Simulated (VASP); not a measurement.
Geometry relaxation of InSe (part 2 of 4)

InSe (P6₃/mmc, 8 atoms in the cell); Kohn-Sham DFT of a periodic cell, LDA, VASP PAW LDA potentials, recommended, no spin polarisation (VASP 6.6.1); cutoff 600 eV, 9×9×2 k-mesh, Gaussian smearing of 0.03 eV. The structure derives from an entry of the Crystallography Open Database.

Geometry of the input (Å; fractional positions):
```
4.0500  0.0000  0.0000
-2.0250  3.5074  0.0000
0.0000  0.0000  16.9300
In 0.3333  0.6667  0.1570
In 0.6667  0.3333  0.6570
In 0.3333  0.6667  0.3430
In 0.6667  0.3333  0.8430
Se 0.3333  0.6667  0.6020
Se 0.6667  0.3333  0.1020
Se 0.3333  0.6667  0.8980
Se 0.6667  0.3333  0.3980
```

## OSZICAR, continued
```
DAV:   6    -0.333265205586E+02    0.10950E-04   -0.20367E-04  2880   0.121E-01    0.706E-02
DAV:   7    -0.333265185940E+02    0.19645E-05   -0.45542E-05  3098   0.407E-02    0.187E-02
DAV:   8    -0.333265162915E+02    0.23025E-05   -0.15495E-05  2136   0.213E-02    0.931E-03
DAV:   9    -0.333265162935E+02   -0.20364E-08   -0.25527E-06  1861   0.899E-03
  18 F= -.33326516E+02 E0= -.33326516E+02  d E =-.485793E-02
       N       E                     dE             d eps       ncg     rms          rms(c)
DAV:   1    -0.333534390204E+02   -0.26923E-01   -0.75215E+00  2852   0.165E+01    0.138E+00
DAV:   2    -0.333395234540E+02    0.13916E-01   -0.35345E-01  2690   0.497E+00    0.587E-01
DAV:   3    -0.333307119042E+02    0.88115E-02   -0.23353E-02  2827   0.155E+00    0.295E-01
DAV:   4    -0.333289630291E+02    0.17489E-02   -0.62447E-03  2856   0.530E-01    0.129E-01
DAV:   5    -0.333289521279E+02    0.10901E-04   -0.11225E-03  2537   0.253E-01    0.611E-02
DAV:   6    -0.333289412299E+02    0.10898E-04   -0.94492E-05  3330   0.897E-02    0.449E-02
DAV:   7    -0.333289425063E+02   -0.12764E-05   -0.23128E-05  2892   0.399E-02    0.112E-02
DAV:   8    -0.333289410070E+02    0.14993E-05   -0.60900E-06  1803   0.155E-02    0.523E-03
DAV:   9    -0.333289410062E+02    0.79672E-09   -0.11634E-06  1286   0.621E-03
  19 F= -.33328941E+02 E0= -.33328941E+02  d E =-.728264E-02
       N       E                     dE             d eps       ncg     rms          rms(c)
DAV:   1    -0.333403674793E+02   -0.11426E-01   -0.33537E-01  2724   0.723E+00    0.704E-01
DAV:   2    -0.333309119624E+02    0.94555E-02   -0.28662E-02  2739   0.230E+00    0.235E-01
DAV:   3    -0.333294010121E+02    0.15110E-02   -0.58653E-03  2868   0.948E-01    0.140E-01
DAV:   4    -0.333294030095E+02   -0.19974E-05   -0.45258E-04  2492   0.118E-01    0.947E-02
DAV:   5    -0.333293546771E+02    0.48332E-04   -0.60773E-05  2991   0.103E-01    0.728E-02
DAV:   6    -0.333293339952E+02    0.20682E-04   -0.37003E-05  3062   0.466E-02    0.298E-02
DAV:   7    -0.333293345631E+02   -0.56787E-06   -0.98502E-06  2634   0.247E-02
  20 F= -.33329335E+02 E0= -.33329335E+02  d E =-.393557E-03
       N       E                     dE             d eps       ncg     rms          rms(c)
DAV:   1    -0.333294971735E+02   -0.16318E-03   -0.46229E-03  2729   0.843E-01    0.826E-02
DAV:   2    -0.333293701489E+02    0.12702E-03   -0.38928E-04  2757   0.270E-01    0.280E-02
DAV:   3    -0.333293498590E+02    0.20290E-04   -0.76619E-05  2895   0.108E-01    0.168E-02
DAV:   4    -0.333293497159E+02    0.14315E-06   -0.59779E-06  2003   0.137E-02
  21 F= -.33329350E+02 E0= -.33329350E+02  d E =-.408710E-03
       N       E                     dE             d eps       ncg     rms          rms(c)
DAV:   1    -0.333295068389E+02   -0.15698E-03   -0.46213E-03  2719   0.839E-01    0.820E-02
DAV:   2    -0.333293705539E+02    0.13628E-03   -0.40500E-04  2762   0.276E-01    0.279E-02
DAV:   3    -0.333293483922E+02    0.22162E-04   -0.80823E-05  2855   0.111E-01    0.184E-02
DAV:   4    -0.333293482417E+02    0.15052E-06   -0.65488E-06  2075   0.140E-02
  22 F= -.33329348E+02 E0= -.33329348E+02  d E =-.407236E-03
       N       E                     dE             d eps       ncg     rms          rms(c)
DAV:   1    -0.333293489416E+02   -0.54934E-06   -0.64349E-05  2689   0.944E-02    0.104E-02
DAV:   2    -0.333293462984E+02    0.26432E-05   -0.57471E-06  1676   0.346E-02    0.516E-03
DAV:   3    -0.333293457032E+02    0.59515E-06   -0.19700E-06  1214   0.160E-02
  23 F= -.33329346E+02 E0= -.33329346E+02  d E =-.404697E-03
       N       E                     dE             d eps       ncg     rms          rms(c)
DAV:   1    -0.333293804559E+02   -0.34157E-04   -0.53645E-03  3115   0.384E-01    0.353E-02
DAV:   2    -0.333293726085E+02    0.78474E-05   -0.12466E-04  2962   0.105E-01    0.121E-02
DAV:   3    -0.333293702489E+02    0.23596E-05   -0.13226E-05  2564   0.353E-02    0.710E-03
DAV:   4    -0.333293698177E+02    0.43114E-06   -0.11093E-06  1324   0.883E-03
  24 F= -.33329370E+02 E0= -.33329370E+02  d E =-.241145E-04
```

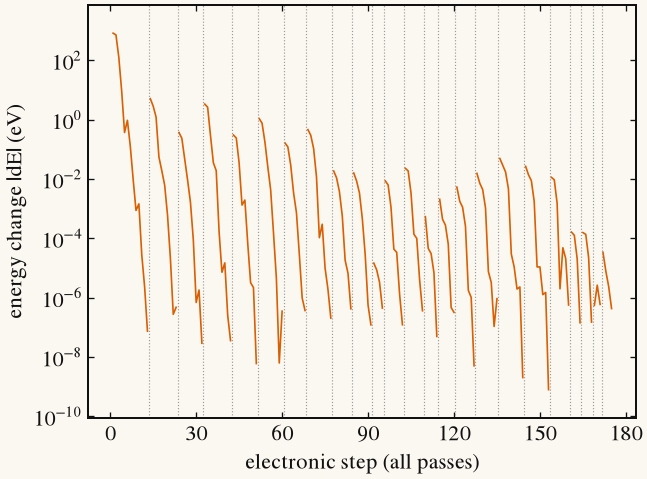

Fig. 1: Convergence of the self-consistent field: energy change |dE| against the electronic step. Each stretch between dotted lines is the SCF of one geometry step of a relaxation. The 24 ionic steps take 3 to 13 electronic steps each. The density is held fixed in the first few steps, and dE rises again when its update begins.

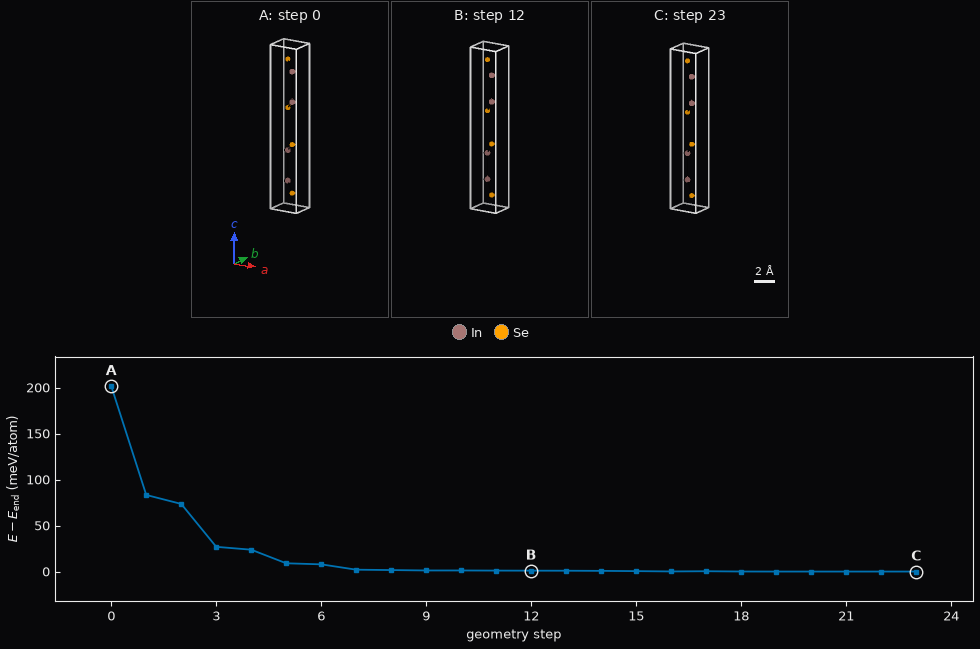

Fig. 2: Frames of the relaxation (ball-and-stick view of the cell of the calculation, seen slightly off an axis) above the curves, on which the letters mark them (steps are counted from 0).

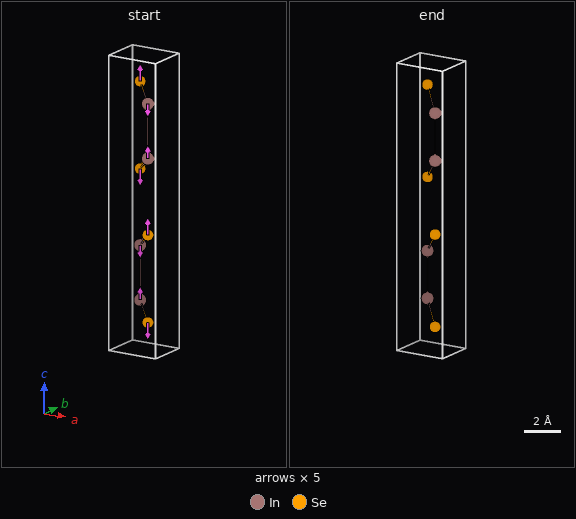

Fig. 3: Before (left) and after (right) the relaxation, at one scale (ball-and-stick view of the cell of the calculation, seen slightly off an axis). The pink arrows give the displacements (without the part carried along by the change of the cell), magnified 5 times. The largest moves relative to the cell, 0.21 Å, are those of Se5, Se6, Se7 and Se8. By element the largest moves are Se 0.21 Å, In 0.16 Å. Cell: a = b 4.050 → 3.968 Å (−2.0 %), c 16.930 → 16.484 Å (−2.6 %). Volume −6.5 %. Distances before and after: In1–In3 3.149 → 2.744 Å, In1–Se6 2.517 → 2.622 Å. Among the angles that change: In3–Se8–In3 107.1° → 98.4°, Se6–In1–Se6 107.1° → 98.4°, In3–In1–Se6 111.7° → 119.1°. The space group stays P6_3/mmc (No. 194). After 23 geometry steps the energy has fallen by 202 meV per atom. Largest force component: 2.6 eV/Å at the start, 0.0054 eV/Å at the end. (Atoms are counted from 1 in the order of the input.)

## Parts of OUTCAR
```
SYSTEM = InSe
   PREC = Accurate
   ENCUT = 600
   EDIFF = 1E-6
   ISMEAR = 0
   LREAL = .FALSE.
   LASPH = .TRUE.
   NELM = 80
   ISIF = 3
   GGA = CA
   IBRION = 2
   NSW = 90
   EDIFFG = -0.01

 ion  position               nearest neighbor table
   1  0.333  0.667  0.157-   6 2.52   6 2.52   6 2.52   3 3.15
   2  0.667  0.333  0.657-   5 2.52   5 2.52   5 2.52   4 3.15
   3  0.333  0.667  0.343-   8 2.52   8 2.52   8 2.52   1 3.15
   4  0.667  0.333  0.843-   7 2.52   7 2.52   7 2.52   2 3.15
   5  0.333  0.667  0.602-   2 2.52   2 2.52   2 2.52
   6  0.667  0.333  0.102-   1 2.52   1 2.52   1 2.52
   7  0.333  0.667  0.898-   4 2.52   4 2.52   4 2.52
   8  0.667  0.333  0.398-   3 2.52   3 2.52   3 2.52

  LATTYP: Found a hexagonal cell.
 ALAT       =     4.0500000000
 C/A-ratio  =     4.1802469136

  Lattice vectors:

 A1 = (   4.0500000000,   0.0000000000,   0.0000000000)
 A2 = (  -2.0250000000,   3.5074028853,   0.0000000000)
 A3 = (   0.0000000000,   0.0000000000,  16.9300000000)

Analysis of symmetry for initial positions (statically):
=====================================================================
 Subroutine PRICEL returns:
 Original cell was already a primitive cell.

 Routine SETGRP: Setting up the symmetry group for a
 hexagonal supercell.

 Subroutine GETGRP returns: Found 24 space group operations
 (whereof 12 operations were pure point group operations)
 out of a pool of 24 trial point group operations.

The static configuration has the point symmetry D_3d.
 The point group associated with its full space group is D_6h.

Analysis of symmetry for dynamics (positions and initial velocities):
=====================================================================
 Subroutine PRICEL returns:
 Original cell was already a primitive cell.

 Routine SETGRP: Setting up the symmetry group for a
 hexagonal supercell.

 Subroutine GETGRP returns: Found 24 space group operations
 (whereof 12 operations were pure point group operations)
 out of a pool of 24 trial point group operations.

The dynamic configuration has the point symmetry D_3d.
 The point group associated with its full space group is D_6h.

 Subroutine INISYM returns: Found 24 space group operations
 (whereof 12 operations are pure point group operations),
 and found     1 'primitive' translations

----------------------------------------------------------------------------------------

                                     Primitive cell

  volume of cell :     240.4903

  direct lattice vectors                    reciprocal lattice vectors
     4.050000000  0.000000000  0.000000000     0.246913580  0.142555622  0.000000000
    -2.025000000  3.507402885  0.000000000     0.000000000  0.285111244  0.000000000
     0.000000000  0.000000000 16.930000000     0.000000000  0.000000000  0.059066745

  length of vectors
     4.050000000  4.050000000 16.930000000     0.285111244  0.285111244  0.059066745

  position of ions in fractional coordinates (direct lattice)
     0.333333333  0.666666667  0.157000000
     0.666666667  0.333333333  0.657000000
     0.333333333  0.666666667  0.343000000
     0.666666667  0.333333333  0.843000000
     0.333333333  0.666666667  0.602000000
     0.666666667  0.333333333  0.102000000
     0.333333333  0.666666667  0.898000000
     0.666666667  0.333333333  0.398000000

  ion indices of the primitive-cell ions
   primitive index   ion index
                 1           1
                 2           2
                 3           3
                 4           4
                 5           5
                 6           6
                 7           7
                 8           8

----------------------------------------------------------------------------------------

 KPOINTS: Automatic mesh

Automatic generation of k-mesh.
 Grid dimensions read from file:
 generate k-points for:    9    9    2

 Generating k-lattice:

  Cartesian coordinates                     Fractional coordinates (reciprocal lattice)
     0.027434842  0.015839514  0.000000000     0.111111111 -0.000000000  0.000000000
     0.000000000  0.031679027  0.000000000     0.000000000  0.111111111  0.000000000
     0.000000000  0.000000000  0.029533373     0.000000000  0.000000000  0.500000000

  Length of vectors
     0.031679027  0.031679027  0.029533373

  Shift w.r.t. Gamma in fractional coordinates (k-lattice)
     0.000000000  0.000000000  0.000000000

 Subroutine IBZKPT returns following result:
 ===========================================

 Found     24 irreducible k-points:

 Following reciprocal coordinates:
            Coordinates               Weight
  0.000000  0.000000  0.000000      1.000000
  0.111111  0.000000  0.000000      6.000000
  0.222222  0.000000  0.000000      6.000000
  0.333333  0.000000  0.000000      6.000000
  0.444444  0.000000  0.000000      6.000000
  0.111111  0.111111  0.000000      6.000000
  0.222222  0.111111  0.000000     12.000000
  0.333333  0.111111  0.000000     12.000000
  0.444444  0.111111  0.000000      6.000000
  0.222222  0.222222  0.000000      6.000000
  0.333333  0.222222  0.000000     12.000000
  0.333333  0.333333  0.000000      2.000000
  0.000000  0.000000  0.500000      1.000000
  0.111111  0.000000  0.500000      6.000000
  0.222222  0.000000  0.500000      6.000000
  0.333333  0.000000  0.500000      6.000000
  0.444444  0.000000  0.500000      6.000000
  0.111111  0.111111  0.500000      6.000000
  0.222222  0.111111  0.500000     12.000000
  0.333333  0.111111  0.500000     12.000000
  0.444444  0.111111  0.500000      6.000000
  0.222222  0.222222  0.500000      6.000000
  0.333333  0.222222  0.500000     12.000000
  0.333333  0.333333  0.500000      2.000000
   k-points           NKPTS =     24   k-points in BZ     NKDIM =     24   number of bands    NBANDS=     45
   number of dos      NEDOS =    301   number of ions     NIONS =      8
   total plane-waves  NPLWV = 143360
   dimension x,y,z NGX =    32 NGY =   32 NGZ =  140
   dimension x,y,z NGXF=    64 NGYF=   64 NGZF=  280
   ions per type =               4   4
   NGX,Y,Z   is equivalent  to a cutoff of  13.14, 13.14, 13.75 a.u.
   NGXF,Y,Z  is equivalent  to a cutoff of  26.27, 26.27, 27.49 a.u.
 SYSTEM =  InSe
   PREC   = accura    normal or accurate (medium, high low for compatibility)
   ISTART =      0    job   : 0-new  1-cont  2-samecut
   ICHARG =      2    charge: 1-file 2-atom 10-const
   ISPIN  =      1    spin polarized calculation?
   LNONCOLLINEAR =      F non collinear calculations
   LSORBIT =      F    spin-orbit coupling
   LASPH  =      T    aspherical Exc in radial PAW
   ENCUT  =  600.0 eV  44.10 Ry    6.64 a.u.   8.09  8.09 33.81*2*pi/ulx,y,z
   NELM   =     80;   NELMIN=  2; NELMDL= -5     # of ELM steps
   EDIFF  = 0.1E-05   stopping-criterion for ELM
   LREAL  =      F    real-space projection
   EDIFFG = -.1E-01   stopping-criterion for IOM
   NSW    =     90    number of steps for IOM
   IBRION =      2    ionic relax: 0-MD 1-quasi-New 2-CG
   NFREE  =      1    steps in history (QN), initial steepest desc. (CG)
   ISIF   =      3    stress and relaxation
   ISYM   =      2    0-nonsym 1-usesym 2-fastsym
   POTIM  = 0.5000    time-step for ionic-motion
   TEBEG  =    0.0;   TEEND  =   0.0 temperature during run
   PSTRESS=    0.0 pullay stress
   NELECT =      76.0000    total number of electrons
   NUPDOWN=      -1.0000    fix difference up-down
   EMIN   =  10.00;   EMAX   =-10.00  energy-range for DOS
   EFERMI =   0.00;   METHOD = LEGACY
   ISMEAR =     0;   SIGMA  =   0.03  broadening in eV -4-tet -1-fermi 0-gaus
   EFERMI_NEDOS =   21; number of points for ismear=-14 and -15
   IALGO  =     38    algorithm
   IMIX   =      4    mixing-type and parameters
     AMIX     =   0.40;   BMIX     =  1.00
     AMIX_MAG =   1.60;   BMIX_MAG =  1.00
  volume/ion in A,a.u.               =      30.06       202.86
  Fermi-wavevector in a.u.,A,eV,Ry     =   1.115099  2.107232 16.918111  1.243446
  Thomas-Fermi vector in A             =   2.251701
   LORBIT       =      0    0 simple, 1 ext, 2 COOP (PROOUT), +10 PAW based schemes
   GGA     = CA    functional components
   LHFCALC =     F    Hartree Fock is set to
   AEXX    =    0.0000 exact exchange contribution
   IVDW    =     0    specifies the selected vdW correction
   LEPSILON=     F    determine dielectric tensor
   LRPA    =     F    only Hartree local field effects (RPA)
 conjugate gradient relaxation of ions
 non-spin polarized calculation
 Gauss-broadening in eV      SIGMA  =   0.03
  energy-cutoff  :      600.00
  volume of cell :      240.49
 maximum number of plane-waves:      8054
   NGX = 17   NGY = 17   NGZ = 67

--------------------------------------- Ionic step        1  -------------------------------------------

 number of electron      75.9999999 magnetization

 Free energy of the ion-electron system (eV)
  ---------------------------------------------------
  ext. energy  EPLUGINS =         0.00000000
  ---------------------------------------------------
  free energy    TOTEN  =       -31.71712564 eV

  energy without entropy =      -31.71673304  energy(sigma->0) =      -31.71692934

------------------------ aborting loop because EDIFF is reached ----------------------------------------

  FORCE on cell =-STRESS in cart. coord.  units (eV):
  Direction    XX          YY          ZZ          XY          YZ          ZX
  --------------------------------------------------------------------------------------
  -------------------------------------------------------------------------------------
  Total        8.7359929      8.7359929     -1.8265529      0.0000000      0.0000000     -0.0000000
  in kB       58.2002991     58.2002991    -12.1687283      0.0000000      0.0000000     -0.0000000
  external PRESSURE =      34.7439567 kB  Pullay stress =       0.0000000 kB

 VOLUME and BASIS-vectors are now :
```
